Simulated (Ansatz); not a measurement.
Geometry relaxation, with input and output: SrTiO3 (part 2 of 3)

The same run, continued: SrTiO3 (slab, 20 atoms in the cell); DFT PBE+D3(BJ), scalar-relativistic, plane waves, PAW, no spin polarisation (Ansatz 0.2.0); cutoff 420 eV, 5×5×1 k-mesh, Gaussian smearing of 0.05 eV. The structure derives from an entry of the Crystallography Open Database. The input holds or restrains some coordinates. Forces given for the steps count only the free coordinates.

Geometry of the input (Å; fractional positions):
```
5.5293  0.0000  0.0000
0.0000  5.5293  0.0000
0.0000  0.0000  22.8647
Sr 0.0000  0.5000  0.3718
Sr 0.5000  0.0000  0.3718
O  0.5000  0.5000  0.3718
O  0.0000  0.0000  0.3718
Ti 0.5000  0.5000  0.4573
Ti 0.0000  0.0000  0.4573
O  0.2500  0.7500  0.4573
O  0.7500  0.2500  0.4573
O  0.2500  0.2500  0.4573
O  0.7500  0.7500  0.4573
Sr 0.0000  0.5000  0.5427
Sr 0.5000  0.0000  0.5427
O  0.5000  0.5000  0.5427
O  0.0000  0.0000  0.5427
Ti 0.5000  0.5000  0.6282
Ti 0.0000  0.0000  0.6282
O  0.2500  0.7500  0.6282
O  0.7500  0.2500  0.6282
O  0.2500  0.2500  0.6282
O  0.7500  0.7500  0.6282
```

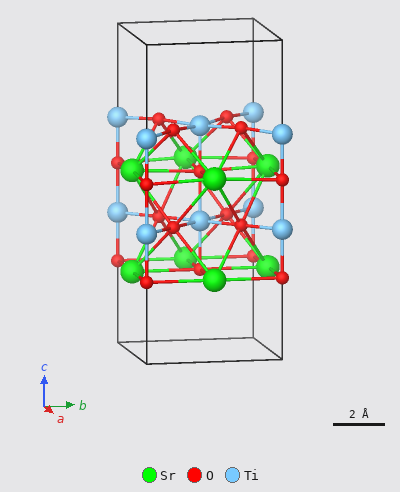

Fig. 1: The geometry at step 5 of the log (ball-and-stick view of the cell of the calculation, with the vacuum cut short, seen slightly off an axis).

Output, continued:
```
SCF iter   1: F=—  HF=-31017.818074 eV  |F-HF|=—  |Δ(HF+E_count)|=         —  Δρ=7.60e-3  dr2=1.30e0  ethr=8.14e-4  p=-0.749 e·Å  D=-1.94e-1 V/Å  ΔV_dip=4.43 eV  dr2_dipole=3.10e-1  V_vac-E_F(+/−)=5.42/0.99 eV  ⟨swp⟩=1.0  Hψ=2014  notcnv=0  defer=82
efield: sawtooth ramp at fractional position 0.9500 (handed on by an earlier solve), width 0.1000; the density the first Hamiltonian is built on has a dipole p = -0.749 e·Å; the dipole correction subtracts the counter field D = -1.94e-1 V/Å, which shifts the + side's vacuum level by +4.43 eV against the − side's; the planar-averaged density in the ramp window peaks in size at 4.0e-6 e/Å³
preconditioner: auto → LDOS  [metal: Δε(μ)=0.026 eV  Ē_g=11.368 eV  σ=0.050 eV  W_gap=0.29  n_scr=110 (ndim 8)  ℏωp=15.4 eV  f_vac=0.606  D(μ)=1.68/eV (n_scr^D=4)  β→1.0]
SCF iter   2: F=—  HF=-31018.586133 eV  |F-HF|=—  |Δ(HF+E_count)|=   7.68e-1  Δρ=2.47e-2  dr2=7.27e0  ethr=8.14e-4  p=-0.588 e·Å  D=-1.52e-1 V/Å  ΔV_dip=3.48 eV  dr2_dipole=5.86e-2  V_vac-E_F(+/−)=4.58/1.10 eV  ⟨swp⟩=5.0  Hψ=2014  notcnv=0  defer=88  recentre
preconditioner: auto → Resta (q_TF=auto, 2.134 Å⁻¹)  ε∞=3.0  [insulator: Δε(μ)=0.528 eV  Ē_g=10.930 eV  σ=0.050 eV  W_gap=1.00  n_scr=110 (ndim 8)  ℏωp=15.4 eV  f_vac=0.608  D(μ)=0.00/eV (n_scr^D=0)  ε∞_Penn≈3.0  vacuum switching on, ρ_ref=8.7e-3 e/Å³  β→0.5]
SCF iter   3: F=—  HF=-31017.605924 eV  |F-HF|=—  |Δ(HF+E_count)|=   9.80e-1  Δρ=4.90e-3  dr2=2.24e-1  ethr=8.14e-4  p=-0.604 e·Å  D=-1.56e-1 V/Å  ΔV_dip=3.58 eV  dr2_dipole=7.62e-3  V_vac-E_F(+/−)=5.03/1.46 eV  ⟨swp⟩=4.2  Hψ=1244  notcnv=0  defer=88
SCF iter   4: F=—  HF=-31017.560630 eV  |F-HF|=—  |Δ(HF+E_count)|=   4.53e-2  Δρ=1.46e-3  dr2=1.45e-2  ethr=1.40e-4  p=-0.592 e·Å  D=-1.53e-1 V/Å  ΔV_dip=3.50 eV  dr2_dipole=1.84e-3  V_vac-E_F(+/−)=4.91/1.41 eV  ⟨swp⟩=3.0  Hψ=806  notcnv=0  defer=88
SCF iter   5: F=—  HF=-31017.559190 eV  |F-HF|=—  |Δ(HF+E_count)|=   1.44e-3  Δρ=8.31e-4  dr2=6.12e-3  ethr=9.08e-6  p=-0.571 e·Å  D=-1.48e-1 V/Å  ΔV_dip=3.38 eV  dr2_dipole=3.98e-5  V_vac-E_F(+/−)=4.80/1.42 eV  ⟨swp⟩=3.0  Hψ=1070  notcnv=0  defer=88
SCF iter   6: F=—  HF=-31017.558592 eV  |F-HF|=—  |Δ(HF+E_count)|=   5.98e-4  Δρ=3.71e-4  dr2=1.36e-3  ethr=3.83e-6  p=-0.569 e·Å  D=-1.47e-1 V/Å  ΔV_dip=3.37 eV  dr2_dipole=5.88e-6  V_vac-E_F(+/−)=4.79/1.43 eV  ⟨swp⟩=2.3  Hψ=764  notcnv=0  defer=87
SCF iter   7: F=—  HF=-31017.558525 eV  |F-HF|=—  |Δ(HF+E_count)|=   6.66e-5  Δρ=1.12e-4  dr2=1.06e-4  ethr=8.52e-7  p=-0.567 e·Å  D=-1.47e-1 V/Å  ΔV_dip=3.35 eV  dr2_dipole=1.26e-7  V_vac-E_F(+/−)=4.79/1.43 eV  ⟨swp⟩=2.0  Hψ=744  notcnv=0  defer=87
SCF iter   8: F=—  HF=-31017.558511 eV  |F-HF|=—  |Δ(HF+E_count)|=   1.39e-5  Δρ=7.52e-5  dr2=4.52e-5  ethr=6.65e-8  p=-0.566 e·Å  D=-1.47e-1 V/Å  ΔV_dip=3.35 eV  dr2_dipole=6.14e-7  V_vac-E_F(+/−)=4.79/1.43 eV  ⟨swp⟩=2.0  Hψ=791  notcnv=0  defer=87
SCF iter   9: F=—  HF=-31017.557317 eV  |F-HF|=—  |Δ(HF+E_count)|=   1.19e-3  Δρ=1.62e-5  dr2=1.67e-6  ethr=2.82e-8  p=-0.566 e·Å  D=-1.47e-1 V/Å  ΔV_dip=3.35 eV  dr2_dipole=2.16e-7  V_vac-E_F(+/−)=4.78/1.43 eV  ⟨swp⟩=2.2  Hψ=964  notcnv=0  defer=87
SCF iter  10: F=—  HF=-31017.557318 eV  |F-HF|=—  |Δ(HF+E_count)|=   5.97e-7  Δρ=8.40e-6  dr2=4.63e-7  ethr=1.05e-9  p=-0.566 e·Å  D=-1.46e-1 V/Å  ΔV_dip=3.35 eV  dr2_dipole=4.57e-8  V_vac-E_F(+/−)=4.78/1.43 eV  ⟨swp⟩=2.7  Hψ=863  notcnv=0  defer=87
SCF iter  11: F=—  HF=-31017.557318 eV  |F-HF|=—  |Δ(HF+E_count)|=   2.25e-7  Δρ=4.13e-6  dr2=1.17e-7  ethr=2.90e-10  p=-0.566 e·Å  D=-1.46e-1 V/Å  ΔV_dip=3.35 eV  dr2_dipole=1.71e-11  V_vac-E_F(+/−)=4.78/1.43 eV  ⟨swp⟩=2.0  Hψ=850  notcnv=0  defer=87
iter 12 did not close the SCF: its close was put off until two iterations running show no level that it waits for move by more than its bar (scf_convergence_deferred on its scf_iter line)
SCF iter  12: F=-31017.557318 eV  HF=-31017.557318 eV  |F-HF|=7.38e-9  |Δ(HF+E_count)|=   1.77e-8  Δρ=1.29e-6  dr2=1.23e-8  ethr=6.25e-11  p=-0.566 e·Å  D=-1.46e-1 V/Å  ΔV_dip=3.35 eV  dr2_dipole=1.08e-9  V_vac-E_F(+/−)=4.78/1.43 eV  ⟨swp⟩=21.3  Hψ=5695  notcnv=0
iter 13 did not close the SCF: its close was put off until two iterations running show no level that it waits for move by more than its bar (scf_convergence_deferred on its scf_iter line)
SCF iter  13: F=-31017.557318 eV  HF=-31017.557318 eV  |F-HF|=7.02e-10  |Δ(HF+E_count)|=  3.60e-10  Δρ=4.37e-7  dr2=1.53e-9  ethr=7.67e-12  p=-0.566 e·Å  D=-1.46e-1 V/Å  ΔV_dip=3.35 eV  dr2_dipole=9.57e-11  V_vac-E_F(+/−)=4.78/1.43 eV  ⟨swp⟩=8.8  Hψ=4144  notcnv=0
SCF iter  14: F=-31017.557318 eV  HF=-31017.557318 eV  |F-HF|=1.16e-10  |Δ(HF+E_count)|=  1.13e-10  Δρ=1.48e-7  dr2=1.50e-10  ethr=1.00e-12  p=-0.566 e·Å  D=-1.46e-1 V/Å  ΔV_dip=3.35 eV  dr2_dipole=9.19e-15  V_vac-E_F(+/−)=4.78/1.43 eV  ⟨swp⟩=7.8  Hψ=3670  notcnv=0
SCF 4 converged in 14 iterations: F = -31017.557318 eV  dr2 = 1.50e-10
relax step   4: F+E_penalty+E_count = -31017.55731814 eV  Δ(F+E_penalty+E_count) = -1.342e-1 eV  max|allowed force component| = 1.121e-1 eV/Å  Δτ_max = 0.0476 Å  (14 SCF iters, accepted)
SCF iter   1: F=—  HF=-31017.560443 eV  |F-HF|=—  |Δ(HF+E_count)|=         —  Δρ=3.40e-4  dr2=2.68e-3  ethr=5.31e-5  p=-0.566 e·Å  D=-1.46e-1 V/Å  ΔV_dip=3.35 eV  dr2_dipole=4.46e-4  V_vac-E_F(+/−)=4.78/1.43 eV  ⟨swp⟩=2.0  Hψ=793  notcnv=0  defer=34
efield: sawtooth ramp at fractional position 0.9500 (handed on by an earlier solve), width 0.1000; the density the first Hamiltonian is built on has a dipole p = -0.566 e·Å; the dipole correction subtracts the counter field D = -1.46e-1 V/Å, which shifts the + side's vacuum level by +3.35 eV against the − side's; the planar-averaged density in the ramp window peaks in size at 1.8e-6 e/Å³
preconditioner: auto → Resta (q_TF=auto, 2.134 Å⁻¹)  ε∞=2.8  [insulator: Δε(μ)=0.961 eV  Ē_g=11.359 eV  σ=0.050 eV  W_gap=1.00  n_scr=110 (ndim 8)  ℏωp=15.4 eV  f_vac=0.607  D(μ)=0.00/eV (n_scr^D=0)  ε∞_Penn≈2.8  vacuum switching on, ρ_ref=9.4e-3 e/Å³]
SCF iter   2: F=—  HF=-31017.559838 eV  |F-HF|=—  |Δ(HF+E_count)|=   6.05e-4  Δρ=2.42e-4  dr2=5.27e-4  ethr=1.67e-6  p=-0.576 e·Å  D=-1.49e-1 V/Å  ΔV_dip=3.41 eV  dr2_dipole=3.34e-6  V_vac-E_F(+/−)=4.82/1.41 eV  ⟨swp⟩=2.0  Hψ=891  notcnv=0  defer=35
SCF iter   3: F=—  HF=-31017.559745 eV  |F-HF|=—  |Δ(HF+E_count)|=   9.37e-5  Δρ=1.60e-4  dr2=2.34e-4  ethr=3.29e-7  p=-0.576 e·Å  D=-1.49e-1 V/Å  ΔV_dip=3.41 eV  dr2_dipole=7.12e-6  V_vac-E_F(+/−)=4.82/1.41 eV  ⟨swp⟩=2.0  Hψ=916  notcnv=0  defer=35
SCF iter   4: F=—  HF=-31017.559712 eV  |F-HF|=—  |Δ(HF+E_count)|=   3.29e-5  Δρ=4.54e-5  dr2=1.43e-5  ethr=1.47e-7  p=-0.577 e·Å  D=-1.49e-1 V/Å  ΔV_dip=3.41 eV  dr2_dipole=2.90e-8  V_vac-E_F(+/−)=4.83/1.41 eV  ⟨swp⟩=2.0  Hψ=815  notcnv=0  defer=35
SCF iter   5: F=—  HF=-31017.558489 eV  |F-HF|=—  |Δ(HF+E_count)|=   1.22e-3  Δρ=1.77e-5  dr2=1.87e-6  ethr=8.93e-9  p=-0.577 e·Å  D=-1.49e-1 V/Å  ΔV_dip=3.41 eV  dr2_dipole=2.64e-8  V_vac-E_F(+/−)=4.83/1.41 eV  ⟨swp⟩=2.7  Hψ=1001  notcnv=0  defer=35
SCF iter   6: F=—  HF=-31017.558489 eV  |F-HF|=—  |Δ(HF+E_count)|=   4.14e-9  Δρ=9.08e-6  dr2=3.06e-7  ethr=1.17e-9  p=-0.577 e·Å  D=-1.49e-1 V/Å  ΔV_dip=3.41 eV  dr2_dipole=2.61e-10  V_vac-E_F(+/−)=4.83/1.41 eV  ⟨swp⟩=2.7  Hψ=845  notcnv=0  defer=35
iter 7 did not close the SCF: its close was put off until two iterations running show no level that it waits for move by more than its bar (scf_convergence_deferred on its scf_iter line)
SCF iter   7: F=-31017.558489 eV  HF=-31017.558489 eV  |F-HF|=4.63e-9  |Δ(HF+E_count)|=   9.22e-8  Δρ=2.04e-6  dr2=1.90e-8  ethr=6.25e-11  p=-0.577 e·Å  D=-1.49e-1 V/Å  ΔV_dip=3.41 eV  dr2_dipole=6.95e-10  V_vac-E_F(+/−)=4.83/1.41 eV  ⟨swp⟩=17.2  Hψ=5462  notcnv=0
iter 8 did not close the SCF: its close was put off until two iterations running show no level that it waits for move by more than its bar (scf_convergence_deferred on its scf_iter line)
SCF iter   8: F=-31017.558489 eV  HF=-31017.558489 eV  |F-HF|=1.39e-9  |Δ(HF+E_count)|=   8.74e-9  Δρ=8.57e-7  dr2=4.30e-9  ethr=1.19e-11  p=-0.577 e·Å  D=-1.49e-1 V/Å  ΔV_dip=3.41 eV  dr2_dipole=1.26e-10  V_vac-E_F(+/−)=4.83/1.41 eV  ⟨swp⟩=9.0  Hψ=4203  notcnv=0
SCF iter   9: F=-31017.558489 eV  HF=-31017.558489 eV  |F-HF|=1.02e-10  |Δ(HF+E_count)|=  6.22e-10  Δρ=4.23e-7  dr2=1.02e-9  ethr=2.69e-12  p=-0.577 e·Å  D=-1.49e-1 V/Å  ΔV_dip=3.41 eV  dr2_dipole=1.57e-12  V_vac-E_F(+/−)=4.83/1.41 eV  ⟨swp⟩=8.0  Hψ=3887  notcnv=0
SCF 5 converged in 9 iterations: F = -31017.558489 eV  dr2 = 1.02e-9
relax step   5: F+E_penalty+E_count = -31017.55848926 eV  Δ(F+E_penalty+E_count) = -1.171e-3 eV  max|allowed force component| = 2.445e-2 eV/Å  Δτ_max = 0.0067 Å  (9 SCF iters, accepted)
```

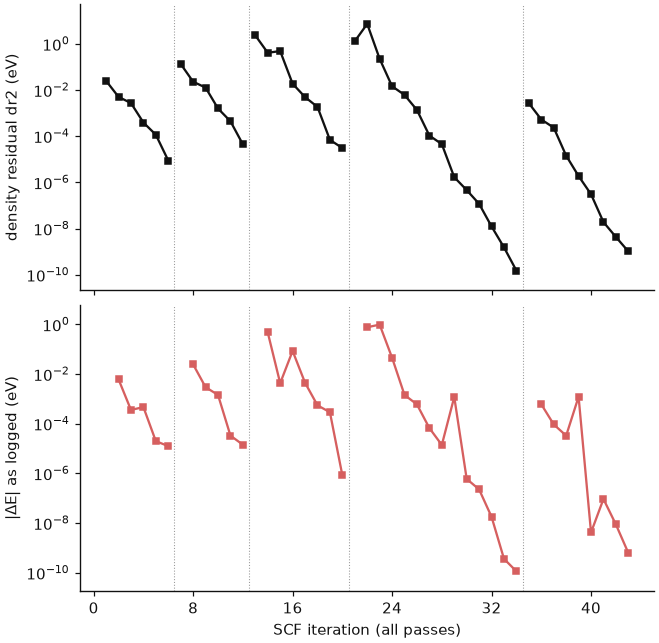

Fig. 2: Convergence of the self-consistent field: density residual dr2 and size of the energy change against the SCF iteration. The dotted lines part the SCF passes of the relaxation: geometry steps, rejected trials and re-solves on a re-selected basis. The 5 passes take 6 to 14 iterations each, 43 in all.

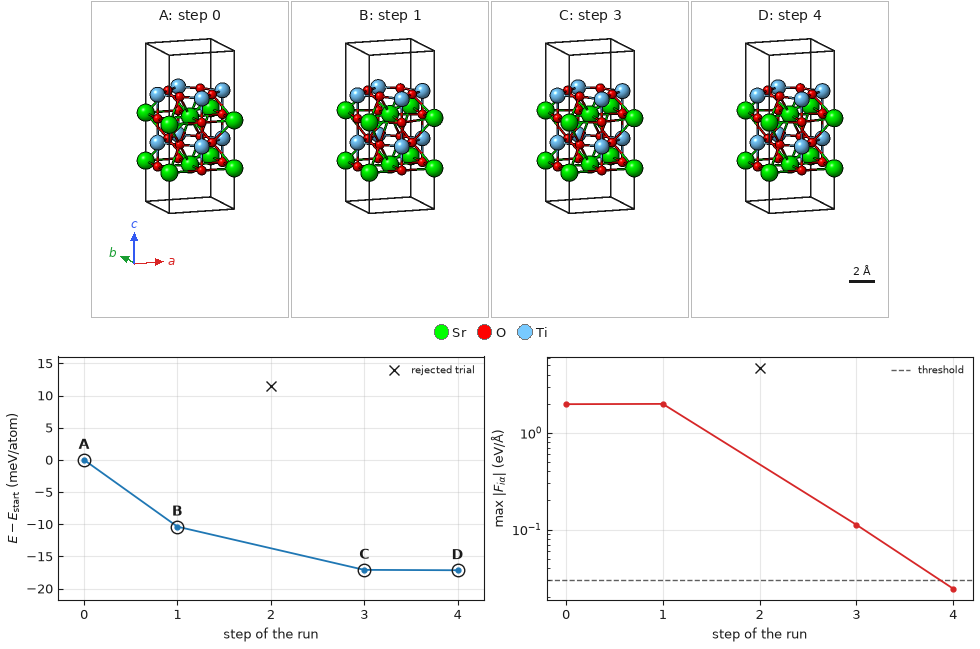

Fig. 3: Frames of the restrained relaxation (ball-and-stick view of the cell of the calculation, with the vacuum cut short (origin shifted), seen slightly off an axis) above the curves, on which the letters mark them (the first geometry is step 0 here and step 1 in the log).

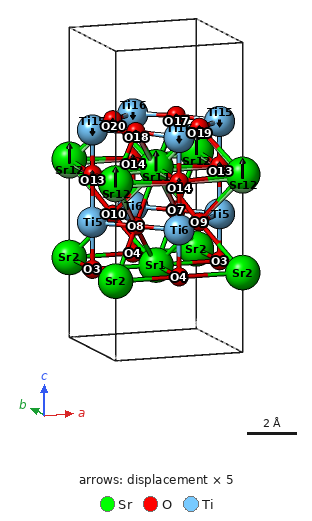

Fig. 4: Start (faint) and end (solid) with the displacements as black arrows, magnified 5 times (ball-and-stick view of the cell of the calculation, with the vacuum cut short (origin shifted), seen slightly off an axis). Over 4 geometry steps the energy falls by 17.1 meV per atom. The largest force component goes from 2 to 0.024 eV/Å. The line search rejected the trial step at point 2 (counted from 0) and went back. The largest moves, 0.18 Å, are those of Sr11 and Sr12. Largest moves by element: Sr 0.18 Å, Ti 0.07 Å, O 0.04 Å. The cell doesn't change. Among the contacts that change: O10–Sr11 2.765 → 2.892 Å, O13–Ti15 1.955 → 1.843 Å, Sr11–O17 2.765 → 2.658 Å, Ti5–O13 1.955 → 2.000 Å. Among the angles that change: Sr11–O13–Sr11 180.0° → 174.6°, Ti15–O20–Ti16 180.0° → 174.7°, O17–Ti15–O18 180.0° → 174.7°. (Atoms are counted from 1 in the order of the input.)

```
WARN: The output density's exchange-correlation potential varies sharply where the density is thin. Do not read a vacuum level from v_tot or v_xc, or from such a field of the output density. On a cell that repeats whose density bears no net charge and no dipole along the vacuum's axis use v_es (v_loc + v_h of the components); under efield.dipole_correction with no amplitude use v_es + v_field, which holds any external_charges[].barrier, or the levels of the report's work_function block, which leave it out; under a non-zero efield.amplitude the vacuum is tilted and has no level; on a cell that repeats and bears such a dipole with no correction it is tilted too, and efield.dipole_correction with no amplitude gives each side of its ramp a level where efield: is served; in a cell that repeats whose density bears a net charge (total_charge, or a fill off its count) it is curved and has none; of a slab under crystal.periodic whose density bears no net charge use v_es, which has a level on each side, short of where the two are joined; of another it falls or rises all the way out and has none; of a slab beside external_charges read slab_vacuum_level instead, which it has where they leave it neutral. The grid or the basis barely resolves most such structure, and the values can differ between equally converged runs; as a rule a tighter scf.convergence.dr2_threshold does not remove it. Where the density itself ripples (under the LDA too) a higher basis.ecutwfc lessens it. The files hold the spikes' plane waves up to the density's cutoff. Files: v_tot_of_output_density and the like, and their columns of v_z.tsv (output.write_potential); v_xc_of_output_density and the like, and their columns of v_comp_z.tsv (output.write_potential_components). Measured: with its Gaussian average of σ = 0.25 Å subtracted twice, the exchange-correlation potential is over 0.1 eV at 144 of the grid points where the equally averaged density (valence and model cores) is under 1e-3 e/Å³, and 0.243 eV at the most among them, at an averaged density of 3.1e-7 e/Å³. The input density's (outcome.potential() and, of a run that writes arrays, v_tot and v_xc) is over 0.1 eV, so measured, at 94 points of its own thin density, 0.255 eV at the most. See output.write_potential in the manual, Limitations
SCF converged after 9 iterations
Free energy (F): -31017.558489 eV
Harris-Foulkes:  -31017.558489 eV  (|F-HF|=1.02e-10)
Internal energy: -31017.558489 eV  (E = F + TS)
E sigma→0 (E₀):  -31017.558489 eV
Fermi energy:    1.765283 eV
Dipole field:    D = -0.149348 V/Å  (p = -0.576959 e·Å, saw-weighted, corrected)
Work function:   Φ+ = 4.8266 eV   Φ− = 1.4118 eV
Levels:          The Fermi level and band energies are counted from a zero that moves with the ramp; work functions are not
--- Per-component energies (eV) ---
  E_band       = -2324.802699
  E_kinetic    = 4172.010943
  E_local      = -137612.161989  (includes V_loc(G=0)·N_el)
  E_nonlocal   = 1392.529341
  E_hartree    = 66626.099955
  E_xc         = -1978.706432
  E_vxc        = -2278.989900  (∫ρ·V_xc dr)
  E_paw        = -16853.342542  (= ΣΔE_a)
  E_vpaw       = -1255.628043  (= ΣTr[D̂ρ^β])
  E_aug_tail   = 0.029814  (compensation charges beyond the density's cutoff)
  E_efield     = 0.043084  (sawtooth field / dipole correction)
  E_vefield    = 5.204660  (∫n·V_field dr)
  E_ewald      = 53239.651572
  E_disp       = -3.712235  (pairwise vdW)
  E_smearing   = -0.000000  (= −TS)
  E_closure    = -0.000000  (closes the sum)
  Σ components = -31017.558489   (vs F -31017.558489, Δ=0.00e0)
--- Forces (eV/Å), atoms counted from 1 ---
  atom   1  Sr     0.00000000     0.00000000     1.63517290
  atom   2  Sr     0.00000000     0.00000000     1.63517290
  atom   3  O     -0.00000000     0.00000000    -0.80258337
  atom   4  O     -0.00000000     0.00000000    -0.80258337
  atom   5  Ti    -0.00000000     0.00000000    -0.96174544
  atom   6  Ti    -0.00000000     0.00000000    -0.96174544
  atom   7  O      0.00000000    -0.00000000     0.06191673
  atom   8  O      0.00000000    -0.00000000     0.06191673
  atom   9  O      0.00000000    -0.00000000     0.06191673
  atom  10  O      0.00000000    -0.00000000     0.06191673
  atom  11  Sr    -0.00000000     0.00000000    -0.01267548
  atom  12  Sr    -0.00000000     0.00000000    -0.01267548
  atom  13  O     -0.00000000    -0.00000000    -0.01088138
  atom  14  O     -0.00000000    -0.00000000    -0.01088138
  atom  15  Ti    -0.00000000    -0.00000000    -0.02002236
  atom  16  Ti    -0.00000000    -0.00000000    -0.02002236
  atom  17  O      0.00000000    -0.00000000     0.02444831
  atom  18  O      0.00000000    -0.00000000     0.02444831
  atom  19  O      0.00000000    -0.00000000     0.02444831
  atom  20  O      0.00000000    -0.00000000     0.02444831
  max |Σ_I F_I| component: 1.01e-5 eV/Å
--- Band table (eV; the first three rows and the last of 6) ---
```
